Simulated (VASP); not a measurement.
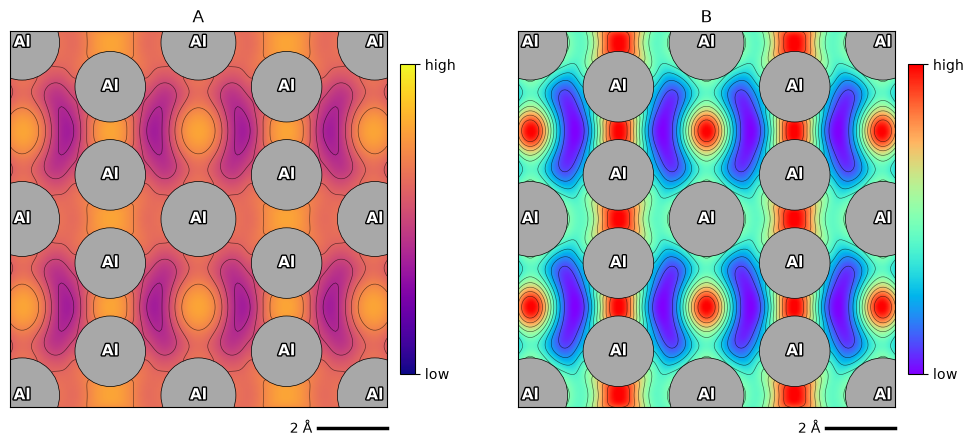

Al: 2 fields on the (001) plane of the conventional cell, with unlabelled colour scales. Grey discs cover the atomic cores.

Space group Pm-3n; a generated structure, not necessarily the stable one.

All numbers below come from Kohn-Sham DFT of a periodic cell, PBE, VASP PAW PBE potentials, recommended in VASP 6.6.1.

> Match the panels to the quantities (electron localisation function and valence pseudo-density).

Panel A: electron localisation function. Panel B: valence pseudo-density. From the grid: Al–Al (2.56 Å): the density is about 0.29 e/Å³ at the midpoint; the ELF peaks at about 0.80 between the atoms. Al–Al (2.86 Å): the density is about 0.2 e/Å³ at the midpoint; the ELF peaks at about 0.65 between the atoms.
